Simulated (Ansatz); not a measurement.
**Li: density, localisation and related maps**

Input

```
crystal:
  lattice:
    - [3.8463724229, -3.8649333651, 0.0]
    - [3.8463724229, 3.8649333651, 0.0]
    - [-0.011134528, 0.0, 5.4595800581]
  atoms:
    - { symbol: Li, position: [0.1878683877, 0.3119290194, 0.7501213475] }
    - { symbol: Li, position: [0.6876991756, 0.3123008244, 0.0] }
    - { symbol: Li, position: [0.4371635987, 0.8117405098, 0.7498258885] }
    - { symbol: Li, position: [0.9367975858, 0.8120258209, 0.7503966503] }
    - { symbol: Li, position: [0.1879741791, 0.0632024142, 0.2496033497] }
    - { symbol: Li, position: [0.6879200924, 0.3120799076, 0.5] }
    - { symbol: Li, position: [0.1882594902, 0.5628364013, 0.2501741115] }
    - { symbol: Li, position: [0.6880709806, 0.8121316123, 0.2498786525] }
basis:
  ecutwfc: 420
kpoints:
  mp_grid: { grid: [8, 8, 8] }
hamiltonian:
  xc: pbe
scf:
  occupations: { method: gaussian, width: 0.1 }
  n_extra_bands: 20
output:
  forces: true
  stress: true
  eigenvalues: true
  populations: true
  dos: { projected: true, de: 0.02, nscf_kmesh: { grid: [10, 10, 10] } }
  bader: false
  write_density: true
  write_potential: true
  elf: true
  volumetric_format: npy
```

Run with:

```sh
ansatz run input.yaml --threads 1 --pin off --max-ram 2560MiB --backend cpu --events-out ev --progress --plain --runs-dir out
```

Below, planes, directions and counts refer to the standardised cell (a = 7.69 Å, b = 7.73 Å, c = 5.46 Å, α = 90.00°, β = 90.12°, γ = 90.00°).

Space group C2; a structure generated by program, which may or may not match a known phase.

These are results of DFT PBE, scalar-relativistic, plane waves, PAW (Ansatz), not measurements.

The density is the valence pseudo-density of a PAW calculation; it isn't the true density close to the nuclei.

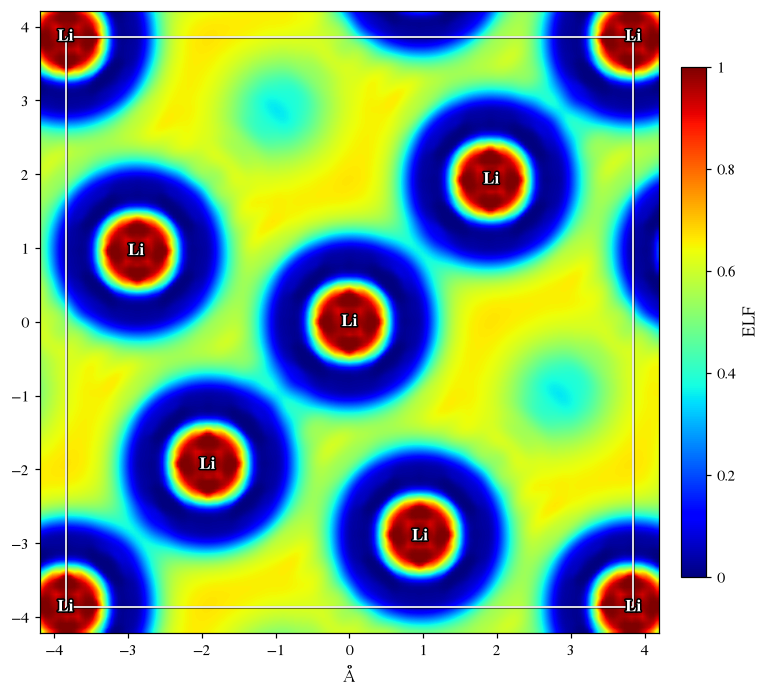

Figure 1. Electron localisation function on the (001) plane of the standardised cell.

Describe what can be read from this map.

Answer. The section cuts through Li sites. Li–Li (2.72 Å): the ELF is about 0.35 at the midpoint. Li–Li (3.06 Å): the ELF reaches about 0.55 near the midpoint. The features right at Li lie inside the PAW spheres, where the map follows smoothed inner orbitals and isn't to be read closely.

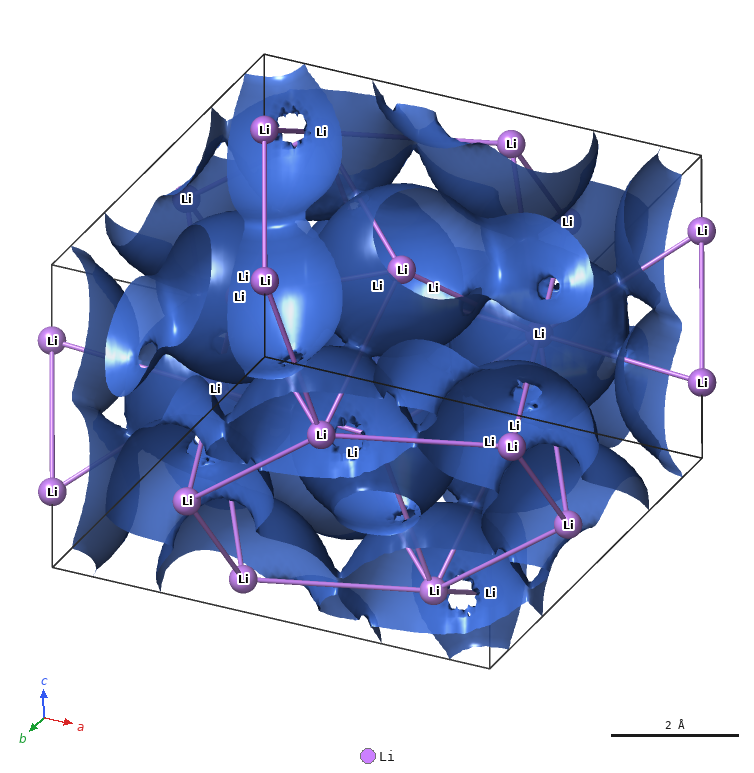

Figure 2. Isosurface of the electron localisation function at 0.55 (blue), seen at an oblique angle. Core shells and regions of very low density are left out. Sticks mark near contacts.

Where are the electrons localised?

Answer. The ELF exceeds this value in one network that runs through the whole crystal, counted in one cell of 16 atoms. Any copies at cell faces, edges or corners count once. There are no localised bonds or lone pairs at this value.


 Li–Li (3.04 Å): the ELF reaches about 0.55 near the midpoint.

Metal or insulator at this level of theory?

Answer. It is gapless in this calculation (a metal or semimetal).
